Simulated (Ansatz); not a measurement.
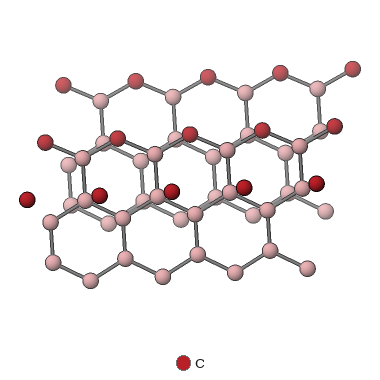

The system is CO on a C(111) slab cut from the Fmmm phase, its upper half relaxed before the scan (12 atoms of substrate and one adsorbate in a 2 × 1 cell); the picture shows it without the atoms that are moved over the map. CO (O end down) is moved over the surface cell at a fixed height above a rigid substrate; the origin of the map has the adsorbate above C11; the height is held at 3.10 Å. Places are given modulo a cell vector. The map is drawn in real space over the plane of the surface. The scan uses a 4 × 4 grid. Places are given in fractions of the 1 × 1 surface cell. Energies: meV, counted from the lowest grid point. At a fixed height the lowest place need not be the adsorption site. Theory: Ansatz 0.2.0, DFT PBE+D3(BJ), scalar-relativistic, plane waves, PAW. Settings: cutoff 420 eV, k-mesh 6×8×1, gaussian smearing 0.05 eV, no spin polarisation.

Range: position of O13 along the first surface vector from 0.00 to 0.75; position of O13 along the second surface vector from 0.00 to 0.75.

> What landscape does the calculation give?

The lowest grid point is at the trough between two rows of top atoms, (2/4, 2/4) of the cell vectors. The highest grid point, the top site over a surface C atom, (0/4, 0/4) of the cell vectors, lies 20.2 meV above the lowest.

```csv
"second ↓, first →",0/4,1/4,2/4,3/4
3/4,8.8,6.7,2.5,4.6
2/4,2.9,1.1,0.0,1.9
1/4,13.0,6.9,4.2,10.3
0/4,20.2,13.3,6.4,13.2
```

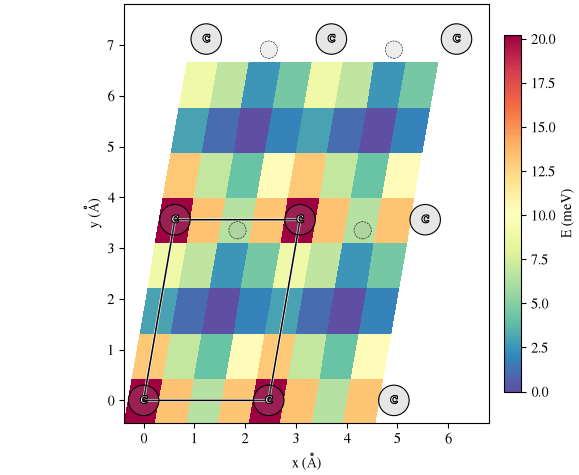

In the figure: one coloured cell a grid point, labelled circles for the atoms of the top layer and small ones for the second layer, the outline of one cell of the 2 × 2 shown.

Each point was launched as `ansatz run input.yaml --threads 1 --pin off --max-ram 3072MiB --backend cpu --events-out ev --progress --plain --runs-dir out`. The whole map (16 points run) took 17 min on 1 thread of AMD EPYC 7R43 64-Core Processor (Zen 3), with other jobs on the host.

PAW datasets: the set soft_1.
